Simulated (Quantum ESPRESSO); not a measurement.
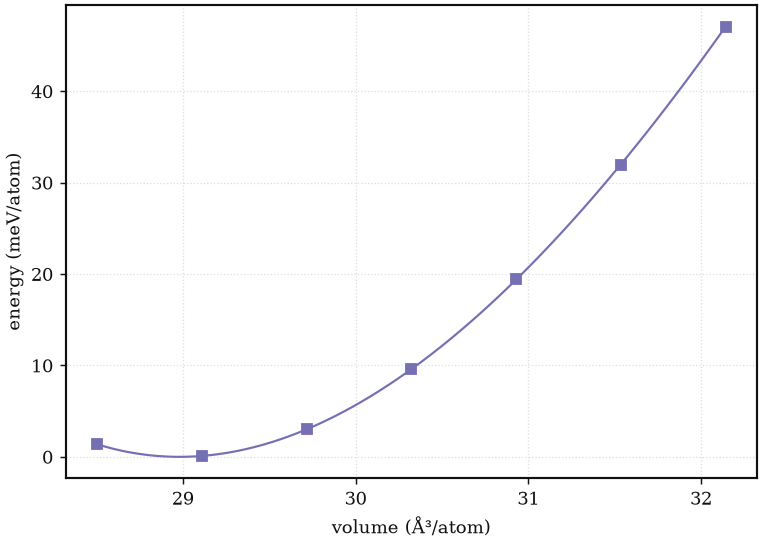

The plot gives the computed energy against volume.

Calculation (Quantum ESPRESSO 7.5): plane-wave DFT, no spin polarisation; energies at scaled volumes of the given cell, shape and fractions fixed, counted from the fit's minimum, third-order Birch-Murnaghan fit. Level: LDA.

For which of these solids was it computed?
A. ZrS₂, P-3m1 (No. 164)
B. Pb, Fm-3m (No. 225)
C. PbS, Fm-3m (No. 225)

Answer. B, Pb: energy from 0.08 meV/atom to 47.08 meV/atom, V0 28.98 Å³/atom, B0 54.3 GPa. The others give: PbS, energy from 0.07 meV/atom to 48.91 meV/atom, V0 24.95 Å³/atom, B0 63.8 GPa; ZrS₂, energy from 0.62 meV/atom to 76.49 meV/atom, V0 22.6 Å³/atom, B0 99.4 GPa.

For Pb, limits of the calculation: spin-orbit coupling left out, heavy elements.

For PbS, limits of the calculation: spin-orbit coupling left out, heavy elements.

For ZrS₂, limits of the calculation: shape and atomic fractions are frozen while scaling, which makes layered, chain and framework solids too stiff.
